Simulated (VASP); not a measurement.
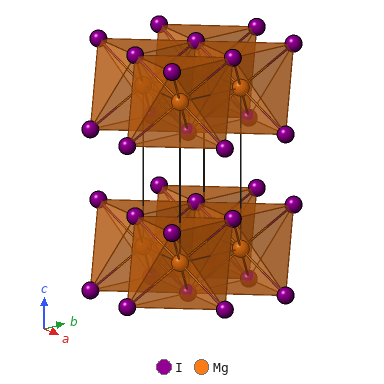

System: MgI₂, space group P-3m1 (No. 164). The picture shows the conventional cell.

Starting cell:
```
I Mg
1.0
     4.14000    0.00000    0.00000
    -2.07000    3.58535    0.00000
     0.00000    0.00000    6.88000
I Mg
2 1
Direct
  0.66667 0.33333 0.75000
  0.33333 0.66667 0.25000
  0.00000 0.00000 0.00000
```

Method: plane-wave DFT, no spin polarisation; energies at scaled volumes of the given cell, shape and fractions fixed, counted from the fit's minimum, third-order Birch-Murnaghan fit (VASP 6.6.1). Level: PBEsol.

| setting | value |
| --- | --- |
| k mesh | 8×8×4 |
| occupations | Fermi–Dirac |
| smearing width | 0.05 eV |
| potentials | VASP PAW PBE potentials, recommended |
| wave cutoff | 520 eV |

What does the calculation give for the energy and pressure against volume? The volume takes the values 32.00, 32.68, 33.36, 34.04, 34.72, 35.40, 36.08 Å³/atom.

A third-order Birch–Murnaghan fit gives V0 = 33.10 Å³/atom, B0 = 32 GPa and B′ = 4.5. The energy is 3.93 meV/atom at volume 32.00 Å³/atom and 22.86 meV/atom at 36.08 Å³/atom; the lowest computed point is at volume 33.36 Å³/atom (0.19 meV/atom). The pressure falls from 1.17 GPa at volume 32.00 Å³/atom to −2.27 GPa at 36.08 Å³/atom, and changes sign near 33.11 Å³/atom.

| volume (Å³/atom) | energy (meV/atom) | pressure (GPa) |
| --- | --- | --- |
| 32.00 | 3.93 | 1.17 |
| 32.68 | 0.56 | 0.42 |
| 33.36 | 0.19 | −0.25 |
| 34.04 | 2.51 | −0.84 |
| 34.72 | 7.23 | −1.37 |
| 35.40 | 14.09 | −1.85 |
| 36.08 | 22.86 | −2.27 |

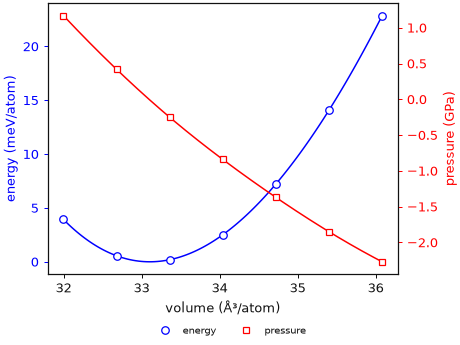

Limits of the calculation: shape and atomic fractions are frozen while scaling, which makes layered, chain and framework solids too stiff.
